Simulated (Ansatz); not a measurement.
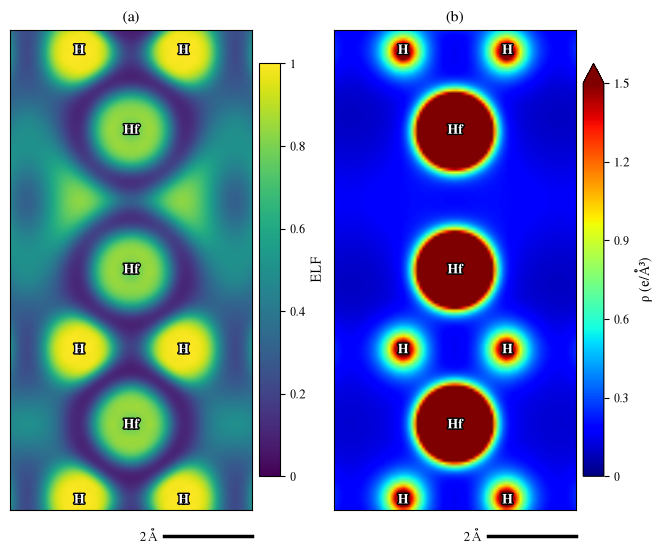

Figure. Hf₃H₄. (a) electron localisation function; (b) valence pseudo-density on the (100) plane of the conventional cell.

Space group Immm; a generated structure, not necessarily the stable one; changed on purpose from its base cell (volume × 1.06, shape and atoms relaxed); computed pressure about −7 GPa in this cell.

Computed with Ansatz 0.2.0, DFT PBE, scalar-relativistic, plane waves, PAW.

Core electrons are frozen (PAW), and the valence fields are smoothed inside the atomic spheres.

### What do the fields say about this system?

Atoms in the plane: Hf and H. Hf–H (2.07 Å): ρ at the midpoint is about 0.55 e/Å³; the ELF climbs to about 1 towards the hydrogen. Hf–Hf (3.17 Å): ρ is about 0.2 e/Å³ halfway; the ELF is about 0.30 at the midpoint. Hf–H (2.16 Å): ρ is about 0.46 e/Å³ halfway; the ELF climbs to about 1 towards the hydrogen. Between the atoms the lowest density in this plane is 0.09 e/Å³. The ELF has a maximum of about 0.85 in the space between the atoms, 2.0 Å from four Hf atoms, on no atom or two-centre bond. The features right at Hf lie inside the PAW spheres, where the map follows smoothed inner orbitals and isn't to be read closely.

### Does the calculation make it a metal, or give it a gap?

It is metallic or semimetallic at this level of theory: no gap opens.
